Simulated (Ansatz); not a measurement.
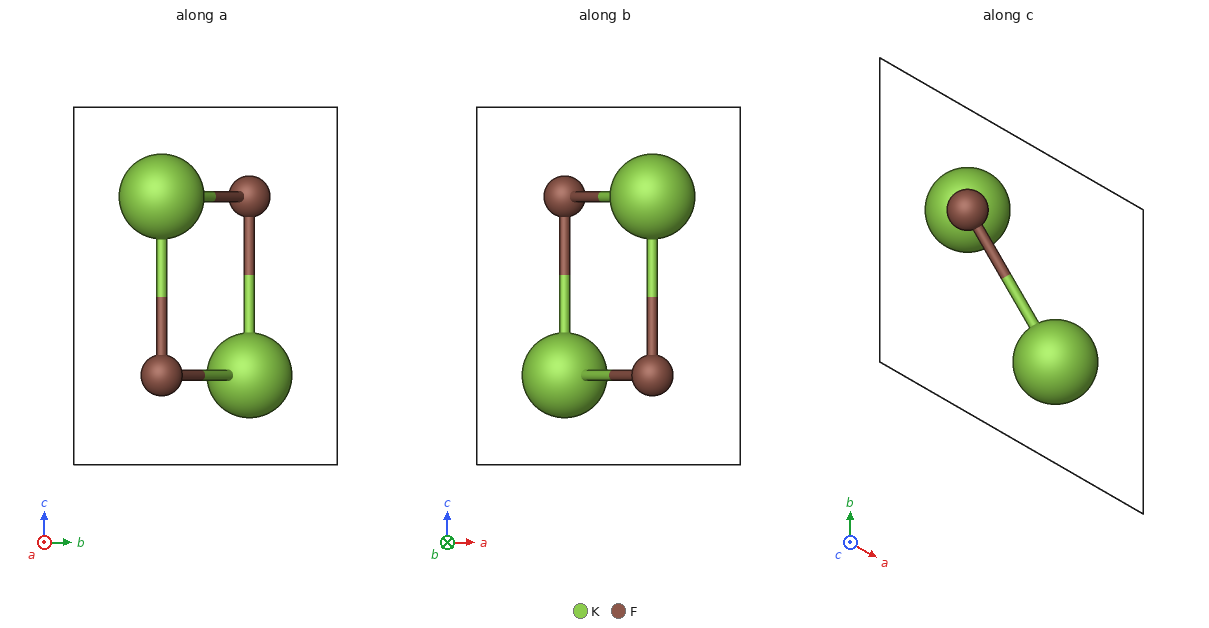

Structure drawing (ball-and-stick), viewed along the a axis, along the b axis and along the c axis. The conventional unit cell is outlined; an atom on or near a face, edge or corner is repeated at each equivalent position.

Lattice parameters: a = 4.485 Å, b = 4.485 Å, c = 5.272 Å, α = 90.00°, β = 90.00°, γ = 120.00°. Put a along x and b in the xy plane.

> Put the structure into a POSCAR file.

```
K F
1.0
     4.485    0.000    0.000
    -2.242    3.884    0.000
     0.000    0.000    5.272
K F
2 2
Direct
  0.3333 0.6667 0.2500
  0.6667 0.3333 0.7500
  0.6667 0.3333 0.2500
  0.3333 0.6667 0.7500
```

The structure comes from a structure type filled with these elements by a generator (whether the compound takes this form wasn't checked). Earlier steps of the study may have refined or changed the cell and positions. It was set up as input for a calculation with Ansatz.
